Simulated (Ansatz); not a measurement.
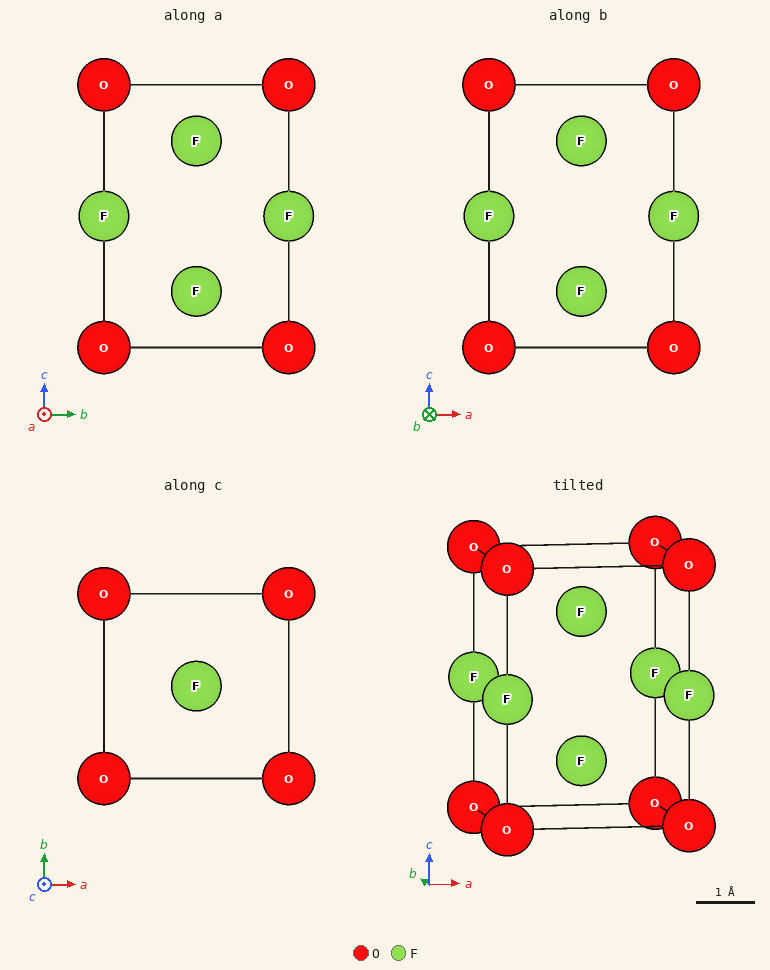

View along the a axis, along the b axis, along the c axis and slightly off an axis, drawn as a spheres-only model. The edges of the conventional unit cell are marked.

Lattice parameters: a = 3.208 Å, b = 3.208 Å, c = 4.560 Å, α = 90.00°, β = 90.00°, γ = 90.00°. Put a along x and b in the xy plane.

### From the views, write a POSCAR file, with free fractional coordinates to two decimals.

```
O F
1.0
     3.208    0.000    0.000
     0.000    3.208    0.000
     0.000    0.000    4.560
O F
1 3
Direct
  0.00 0.00 0.00
  0.50 0.50 0.21
  0.50 0.50 0.79
  0.00 0.00 0.50
```

Its origin is a structure type filled with these elements by a generator (whether the compound takes this form wasn't checked). The structure drawn was relaxed with Ansatz, DFT PBE+D3(BJ), scalar-relativistic, plane waves, PAW.
